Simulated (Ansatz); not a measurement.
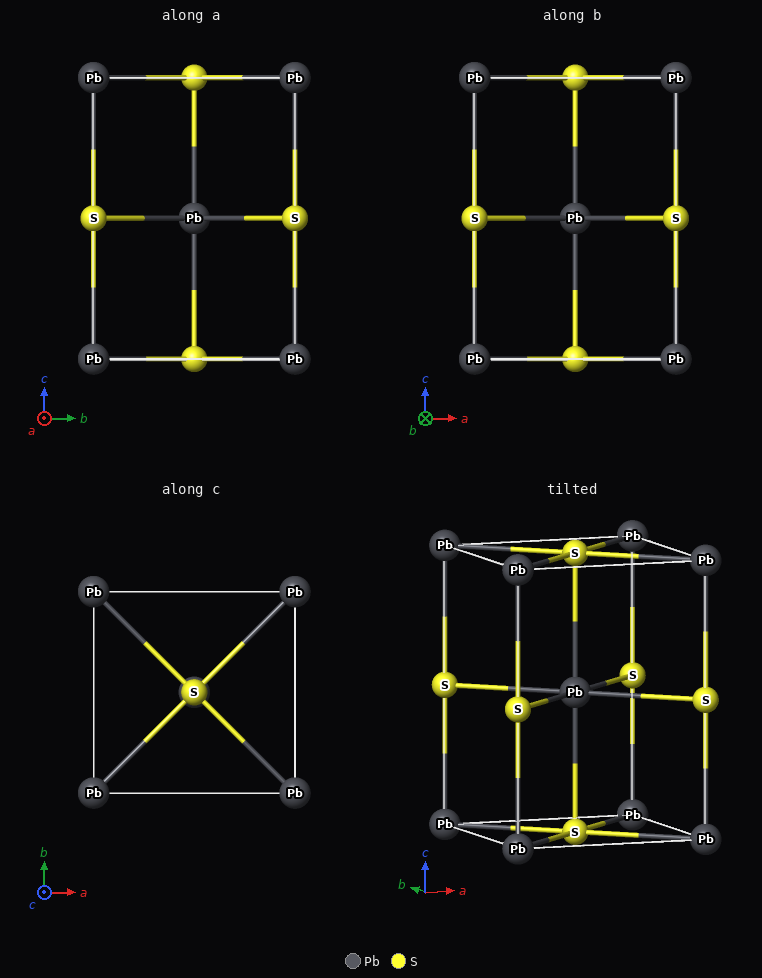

Ball-and-stick representation of a periodic structure, projected along the a axis, along the b axis, along the c axis and slightly off an axis. The lines enclose the conventional unit cell; boundary atoms appear with their images.

Lattice parameters: a = 4.2668 Å, b = 4.2668 Å, c = 5.9590 Å, α = 90.000°, β = 90.000°, γ = 90.000°.

**From the views, write a CIF with its space group and independent sites.**

```cif
data_structure
_symmetry_space_group_name_H-M 'I 4/m m m'
_symmetry_Int_Tables_number 139
_cell_length_a 4.2668
_cell_length_b 4.2668
_cell_length_c 5.9590
_cell_angle_alpha 90.000
_cell_angle_beta 90.000
_cell_angle_gamma 90.000
_cell_volume 108.49
loop_
_atom_site_label
_atom_site_type_symbol
_atom_site_symmetry_multiplicity
_atom_site_Wyckoff_symbol
_atom_site_fract_x
_atom_site_fract_y
_atom_site_fract_z
_atom_site_occupancy
Pb1 Pb 2 a 0.0000 0.0000 0.0000 1
S1 S 2 b 0.0000 0.0000 0.5000 1
```

Its origin is a structure type filled with these elements by a generator (whether the compound takes this form wasn't checked). Earlier steps of the study may have refined or changed the cell and positions. It was the input of a calculation with Ansatz.
